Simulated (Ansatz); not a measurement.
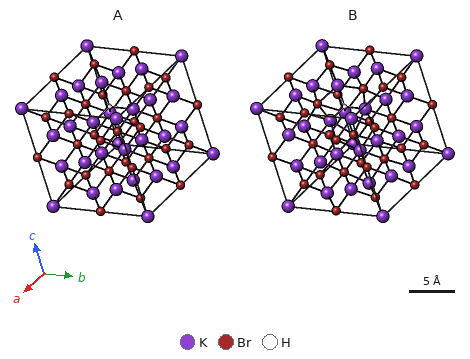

Two geometries of a defect cell of composition K16HBr16 (cell charge −1), drawn at one scale. One is the start of a relaxation, the other its converged end. A ball-and-stick model of the cell of the calculation (origin shifted), seen from a free direction.

The calculation used Ansatz 0.2.0, DFT PBE, scalar-relativistic, plane waves, PAW. Set-up: plane-wave cutoff 420 eV; k-point mesh 2 × 2 × 2; occupations gaussian; smearing width 0.01 eV; mesh shifted by (0.5, 0.5, 0.5); no spin polarisation; atoms relaxed in a fixed cell; force threshold 0.025 eV/Å; at most 45 steps.

Q: Which one is relaxed?

A: Structure B is the relaxed one. Case: H interstitial, charge -1, atoms relaxed at the host's cell. After 3 geometry steps the energy has fallen by 1.016 eV per cell of the calculation. Largest force component: 0.44 eV/Å at the start, 0.0062 eV/Å at the end. The largest moves, 0.39 Å, are those of Br atoms. Largest moves by element: Br 0.39 Å, K 0.35 Å. H stays in place. The cell doesn't change. Some distances before and after: H–K 2.891 → 2.539 Å, Br–K 3.351 → 3.515 Å, Br–K 3.343 → 3.200 Å, Br–K 3.362 → 3.444 Å. Bond angles that change, for instance: K–Br–K 89.2° → 74.0°, K–Br–K 179.1° → 164.6°, K–Br–K 90.5° → 96.4°. Cost: 88 s on 4 threads of Arm Neoverse V1, on a shared host, peak memory 2.1 GiB.

Limits of the set-up: the cell is charged, on a uniform background, and energies carry no finite-size correction.
